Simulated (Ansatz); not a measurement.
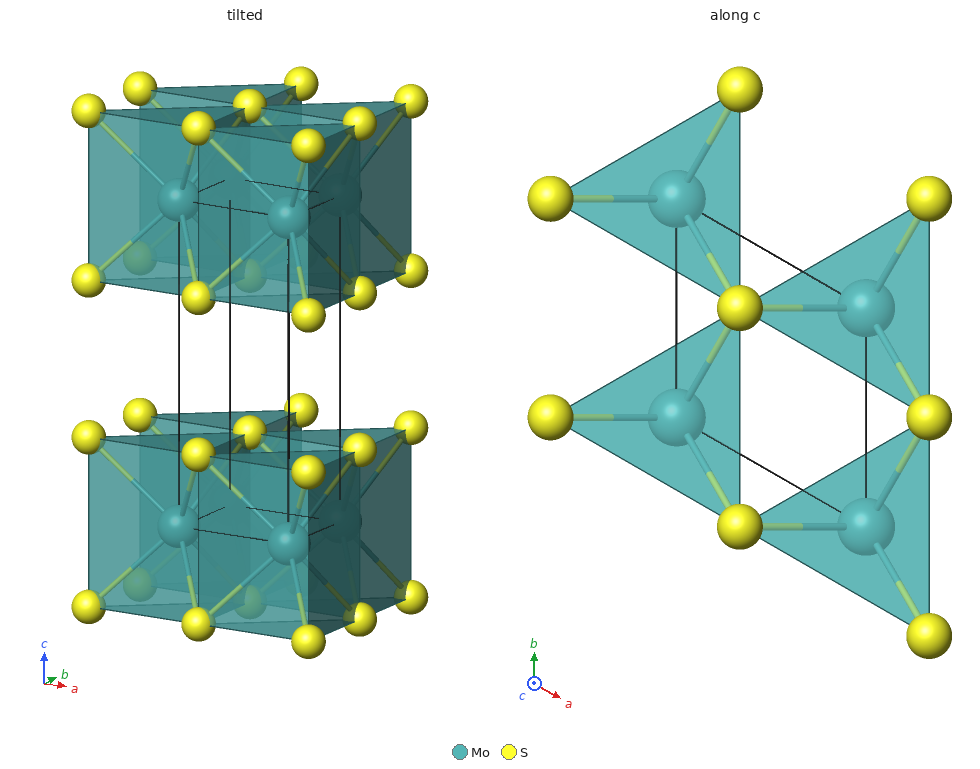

Polyhedral representation of a periodic structure, projected slightly off an axis and along the c axis. One conventional unit cell is framed, with atoms on its boundary repeated. Some atoms of the next cells are drawn as well.

MoS2, space group P-6m2 (No. 187), a = 3.03 Å, b = 3.03 Å, c = 6.07 Å, α = 90.00°, β = 90.00°, γ = 120.00°.

Setup: DFT PBE+D3(BJ), scalar-relativistic, plane waves, PAW (Ansatz 0.2.0); a plane-wave cutoff of 420 eV, 12×12×6 k-points, Gaussian smearing of 0.02 eV, no spin polarisation.

### Does it come out as a metal, or with a gap?

A semiconductor at this level, with a gap of 0.58 eV.

### Which way would the volume go on relaxing?

The computed pressure is 15.0 GPa (compressed: it would expand).

Provenance: a structure listed in the Materials Project. Earlier steps of the study may have refined or changed the cell and positions. It was the input of a calculation with Ansatz.

At this level of theory the cell isn't at rest (compressed, at 15 GPa), so its distances can differ from those at equilibrium, the more so the softer the solid.
